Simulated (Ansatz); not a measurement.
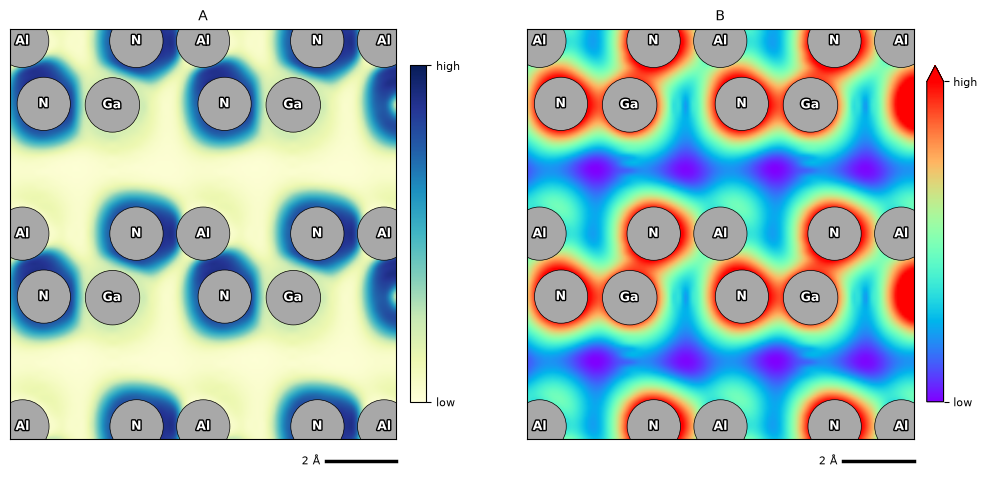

AlGa3N4: 2 fields on the (010) plane of the conventional cell, with unlabelled colour scales. Grey discs cover the atomic cores.

Space group Pm; a structure from a database of computed crystals, not necessarily the ambient phase; started from the database_6 prototype, which need not be the ambient phase.

All numbers below come from DFT r2SCAN, scalar-relativistic, plane waves, PAW in Ansatz 0.2.0.

The panels show electron localisation function and valence pseudo-density in some order. Assign them.

Answer. Panel A: electron localisation function. Panel B: valence pseudo-density. From the grid: Al–N (1.89 Å): ρ is about 0.7 e/Å³ halfway; the ELF peaks at about 0.90 between the atoms, as expected for a shared but strongly polarised pair. Ga–N (1.95 Å): ρ at the midpoint is about 0.76 e/Å³; the ELF peaks at about 0.85 in the valence shell of N, 0.7 Å from its nucleus, and is about 0.50 at the midpoint.
